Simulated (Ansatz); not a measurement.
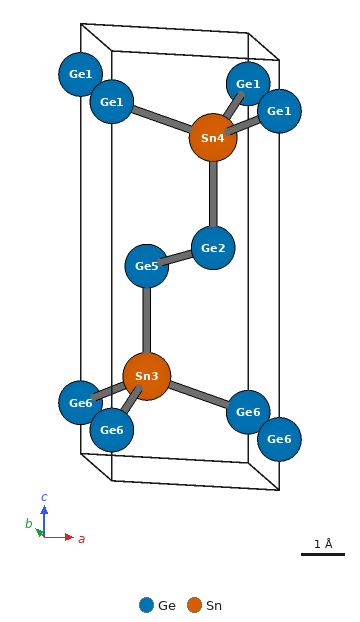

The structure as given in the input (ball-and-stick view of the cell of the calculation, seen slightly off an axis; atoms are numbered from 1 in the order of the input). An atom can appear more than once, as a periodic image. Near neighbours in the periodic cell (some may lie outside the picture): Ge has 1 Ge at 2.45 Å and 3 Sn at 2.62 Å; Ge has 3 Ge at 2.56 Å and 1 Sn at 2.66 Å; Sn has 4 Ge at 2.62 to 2.66 Å.

## SnGe2: one change and its effect

System: SnGe2 (6 atoms in the cell).
Method of run A: DFT, PBE, plane waves, PAW, no spin polarisation (Ansatz 0.2.0).

The structure was built on a prototype by a generator. The geometry comes from this level: r2SCAN. Text and figures count atoms from 1; the logs count them from 0 in places.

**The input, run A**
```yaml
crystal:
  lattice:
    - [4.2416974336, 0.0, 0.0]
    - [-2.1208487168, 3.6734177327, 0.0]
    - [0.0, 0.0, 10.3577214411]
  atoms:
    - { symbol: Ge, position: [0.0, 0.0, 0.8818589599] }
    - { symbol: Ge, position: [0.6666666667, 0.3333333333, 0.5355174598] }
    - { symbol: Sn, position: [0.3333333333, 0.6666666667, 0.208018859] }
    - { symbol: Sn, position: [0.6666666667, 0.3333333333, 0.791981141] }
    - { symbol: Ge, position: [0.3333333333, 0.6666666667, 0.4644825402] }
    - { symbol: Ge, position: [0.0, 0.0, 0.1181410401] }
kpoints:
  mp_grid: { grid: [12, 12, 4] }
  band_path:
    path:
      - [0.0, 0.0, 0.0]
      - [0.5, 0.0, 0.0]
      - [0.3333333333, 0.3333333333, 0.0]
      - [0.0, 0.0, 0.5]
      - [0.5, 0.0, 0.5]
      - [0.3333333333, 0.3333333333, 0.5]
    npoints: 1
hamiltonian:
  xc: pbe
scf:
  occupations: { method: fermi_dirac, width: 0.02 }
  n_extra_bands: 5
output:
  forces: true
  stress: true
  eigenvalues: true
```

Command:
```bash
ansatz run input.yaml --threads 2 --pin off --max-ram 3686MiB --backend cpu --events-out ev --progress --plain --runs-dir out
```

Hardware: 2 threads of Arm Neoverse V1, 24 GiB of memory available, shared host.

**Output, shortened to warnings, some set-up lines, iterations and results (run A)**
```
Basis set: ecut = 420 eV, 3185 PW (Γ), exchange–correlation on 60×60×144 points (8 copies of the dense FFT grid, shifted against one another)
Symmetry: 12 space group operations
k-points: 69 of 576
Initial density: superposition of atomic densities (neutral atoms: chi_scale 0, normalization atom), corrected by the library's trained network
[...]
SCF iter   1: F=—  HF=-29228.021309 eV  |F-HF|=—  |Δ(HF+E_count)|=         —  Δρ=1.59e-3  dr2=1.19e-2  ethr=1.77e-3  ⟨swp⟩=6.8  Hψ=12315  notcnv=0
SCF iter   2: F=—  HF=-29228.022074 eV  |F-HF|=—  |Δ(HF+E_count)|=   7.64e-4  Δρ=1.86e-3  dr2=2.34e-2  ethr=1.42e-5  ⟨swp⟩=3.0  Hψ=7245  notcnv=0  defer=53
SCF iter   3: F=—  HF=-29228.016510 eV  |F-HF|=—  |Δ(HF+E_count)|=   5.56e-3  Δρ=4.33e-4  dr2=2.19e-3  ethr=1.42e-5  ⟨swp⟩=3.1  Hψ=5946  notcnv=0  defer=53
SCF iter   4: F=—  HF=-29228.016175 eV  |F-HF|=—  |Δ(HF+E_count)|=   3.35e-4  Δρ=9.28e-5  dr2=2.05e-5  ethr=2.61e-6  ⟨swp⟩=2.0  Hψ=4048  notcnv=0  defer=53
SCF iter   5: F=—  HF=-29228.016082 eV  |F-HF|=—  |Δ(HF+E_count)|=   9.30e-5  Δρ=3.48e-5  dr2=1.76e-6  ethr=2.45e-8  ⟨swp⟩=2.0  Hψ=6128  notcnv=0  defer=53
SCF iter   6: F=—  HF=-29228.016082 eV  |F-HF|=—  |Δ(HF+E_count)|=   3.55e-7  Δρ=9.92e-6  dr2=1.67e-7  ethr=2.09e-9  ⟨swp⟩=2.0  Hψ=5738  notcnv=0  defer=53
SCF iter   7: F=-29228.016082 eV  HF=-29228.016082 eV  |F-HF|=1.29e-8  |Δ(HF+E_count)|=  9.86e-10  Δρ=3.69e-6  dr2=1.77e-8  ethr=1.19e-10  ⟨swp⟩=8.9  Hψ=13049  notcnv=0
SCF 1 converged in 7 iterations: F = -29228.016082 eV  dr2 = 1.77e-8
NSCF: frozen V_eff on 6 k-points
SCF converged after 7 iterations
Free energy (F): -29228.016082 eV
Harris-Foulkes:  -29228.016082 eV  (|F-HF|=1.29e-8)
Internal energy: -29228.015209 eV  (E = F + TS)
E sigma→0 (E₀):  -29228.015646 eV
Entropy (-TS):   -0.000873 eV (-0.145 meV/atom)
Fermi energy:    8.093885 eV
--- Per-component energies (eV) ---
  E_band       = -864.128946
  E_kinetic    = 819.261721
  E_local      = -12383.774414  (includes V_loc(G=0)·N_el)
  E_nonlocal   = 1608.063297
  E_hartree    = 5753.051361
  E_xc         = -1065.546488
  E_vxc        = -448.401877  (∫ρ·V_xc dr)
  E_paw        = -16354.260105  (= ΣΔE_a)
  E_vpaw       = -1965.369809  (= ΣTr[D̂ρ^β])
  E_aug_tail   = 0.001223  (compensation charges beyond the density's cutoff)
  E_ewald      = -7604.811805
  E_smearing   = -0.000873  (= −TS)
  E_closure    = -0.000000  (closes the sum)
  Σ components = -29228.016082   (vs F -29228.016082, Δ=0.00e0)
--- Forces (eV/Å), atoms counted from 1 ---
  atom   1  Ge    -0.00000000    -0.00000000    -0.04929386
  atom   2  Ge     0.00000000    -0.00000000     0.05005667
  atom   3  Sn    -0.00000000    -0.00000000     0.01291487
  atom   4  Sn     0.00000000     0.00000000    -0.01291487
  atom   5  Ge     0.00000000     0.00000000    -0.05005667
  atom   6  Ge     0.00000000     0.00000000     0.04929386
  max |Σ_I F_I| component: 9.25e-18 eV/Å
--- Stress (GPa, compression-positive) ---
        2.064237       0.000000       0.000000
        0.000000       2.064237      -0.000000
        0.000000      -0.000000       2.642066
  P = ⅓ Tr σ = 2.2568 GPa (22.568 kbar)
```

Run B used a changed input.

**The two runs side by side**

| quantity | run A | run B |
| --- | --- | --- |
| outcome | converged | converged |
| free energy per atom (eV) | −4871.3360 | −4881.4263 |
| gap on the mesh (eV) | 0.00 | 0.00 |
| pressure (GPa) | 2.26 | −0.06 |
| largest force (eV/Å) | 0.050 | 0.106 |
| SCF iterations | 7 | 8 |
| irreducible k-points | 69 | 69 |
| plane waves at Γ | 3185 | 4087 |
| wall time (shared host) | 21 s | 38 s |

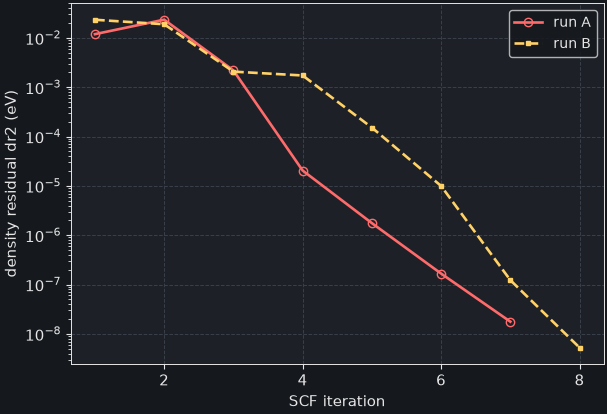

Convergence of the two runs: density residual dr2 against the SCF iteration. Run A takes 7 iterations in all, and run B takes 8.

What was changed in the input?

The change (lines with − go, lines with + come):
```diff
-  xc: pbe
+  xc: r2scan
```

The total energies belong to different methods, so their difference says nothing on which is more stable or more accurate. The pressure goes from 2.26 to −0.06 GPa. The largest force goes from 0.050 to 0.106 eV/Å. The functional changes from PBE to r2SCAN. The SCF takes 8 iterations against 7. The default cutoff goes from 420 to 500 eV with the change. The plane waves at Γ go from 3185 to 4087. On the same kind of shared host run B took about 1.8 times as long.

**Output, shortened to warnings, some set-up lines, iterations and results (run B)**
```
Basis set: ecut = 500 eV, 4087 PW (Γ), exchange–correlation on 128×128×320 points (64 copies of the dense FFT grid, shifted against one another)
Symmetry: 12 space group operations
k-points: 69 of 576
Initial density: superposition of atomic densities (neutral atoms: chi_scale 0, normalization atom), corrected by the library's trained network
[...]
SCF iter   1: F=—  HF=-29288.539018 eV  |F-HF|=—  |Δ(HF+E_count)|=         —  Δρ=5.71e-3  dr2=2.33e-2  dr2_τ=1.31e-2  ethr=1.77e-3  ⟨swp⟩=6.9  Hψ=12406  notcnv=0
SCF iter   2: F=—  HF=-29288.580381 eV  |F-HF|=—  |Δ(HF+E_count)|=   4.14e-2  Δρ=3.86e-3  dr2=1.89e-2  dr2_τ=2.29e-4  ethr=2.78e-5  ⟨swp⟩=3.1  Hψ=7337  notcnv=0  defer=56
SCF iter   3: F=—  HF=-29288.558372 eV  |F-HF|=—  |Δ(HF+E_count)|=   2.20e-2  Δρ=5.45e-4  dr2=2.07e-3  dr2_τ=8.15e-6  ethr=2.26e-5  ⟨swp⟩=3.1  Hψ=6593  notcnv=0  defer=56
SCF iter   4: F=—  HF=-29288.558187 eV  |F-HF|=—  |Δ(HF+E_count)|=   1.85e-4  Δρ=3.33e-4  dr2=1.73e-3  dr2_τ=4.45e-6  ethr=2.47e-6  ⟨swp⟩=2.7  Hψ=5742  notcnv=0  defer=56
SCF iter   5: F=—  HF=-29288.557919 eV  |F-HF|=—  |Δ(HF+E_count)|=   2.68e-4  Δρ=1.23e-4  dr2=1.52e-4  dr2_τ=1.61e-7  ethr=2.06e-6  ⟨swp⟩=2.0  Hψ=3623  notcnv=0  defer=56
SCF iter   6: F=—  HF=-29288.557889 eV  |F-HF|=—  |Δ(HF+E_count)|=   2.95e-5  Δρ=3.14e-5  dr2=9.97e-6  dr2_τ=9.78e-9  ethr=1.81e-7  ⟨swp⟩=2.1  Hψ=3828  notcnv=0  defer=56
SCF iter   7: F=—  HF=-29288.557925 eV  |F-HF|=—  |Δ(HF+E_count)|=   3.59e-5  Δρ=6.83e-6  dr2=1.23e-7  dr2_τ=8.30e-10  ethr=1.19e-8  ⟨swp⟩=2.6  Hψ=4817  notcnv=0  defer=56
SCF iter   8: F=-29288.557925 eV  HF=-29288.557925 eV  |F-HF|=2.95e-9  |Δ(HF+E_count)|=   4.68e-8  Δρ=2.29e-6  dr2=5.27e-9  dr2_τ=1.09e-10  ethr=1.19e-10  ⟨swp⟩=9.4  Hψ=14054 …
SCF 1 converged in 8 iterations: F = -29288.557925 eV  dr2 = 5.27e-9
NSCF: frozen V_eff on 6 k-points
SCF converged after 8 iterations
Free energy (F): -29288.557925 eV
Harris-Foulkes:  -29288.557925 eV  (|F-HF|=2.95e-9)
Internal energy: -29288.557488 eV  (E = F + TS)
E sigma→0 (E₀):  -29288.557706 eV
Entropy (-TS):   -0.000437 eV (-0.073 meV/atom)
Fermi energy:    7.971918 eV
--- Per-component energies (eV) ---
  E_band       = -921.561729
  E_kinetic    = 816.474389
  E_local      = -12390.935653  (includes V_loc(G=0)·N_el)
  E_nonlocal   = 1613.095983
  E_hartree    = 5761.785744
  E_xc         = -1023.394563
  E_vxc        = -477.835255  (∫ρ·V_xc dr)
  E_paw        = -16457.899217  (= ΣΔE_a)
  E_vpaw       = -2034.457951  (= ΣTr[D̂ρ^β])
  E_aug_tail   = 0.000057  (compensation charges beyond the density's cutoff)
  E_vtau       = 28.520206  (kinetic-family band-sum trace: ∫τ·v_τ [+ j·A + Jᵃ·Aᵃ] dr)
  E_ewald      = -7604.811805
  E_core_change = -2.872423  (= ΣΔE_core)
  E_smearing   = -0.000437  (= −TS)
  E_closure    = 0.000000  (closes the sum)
  Σ components = -29288.557925   (vs F -29288.557925, Δ=0.00e0)
--- Forces (eV/Å), atoms counted from 1 ---
  atom   1  Ge    -0.00000000    -0.00000000    -0.05765357
  atom   2  Ge    -0.00000000    -0.00000000     0.10565966
  atom   3  Sn    -0.00000000    -0.00000000    -0.04841593
  atom   4  Sn     0.00000000     0.00000000     0.04841593
  atom   5  Ge     0.00000000     0.00000000    -0.10565966
  atom   6  Ge    -0.00000000     0.00000000     0.05765357
  max |Σ_I F_I| component: 8.33e-17 eV/Å
--- Stress (GPa, compression-positive) ---
       -0.230768       0.000000       0.000000
        0.000000      -0.230768      -0.000000
        0.000000      -0.000000       0.268475
  P = ⅓ Tr σ = -0.0644 GPa (-0.644 kbar)
```
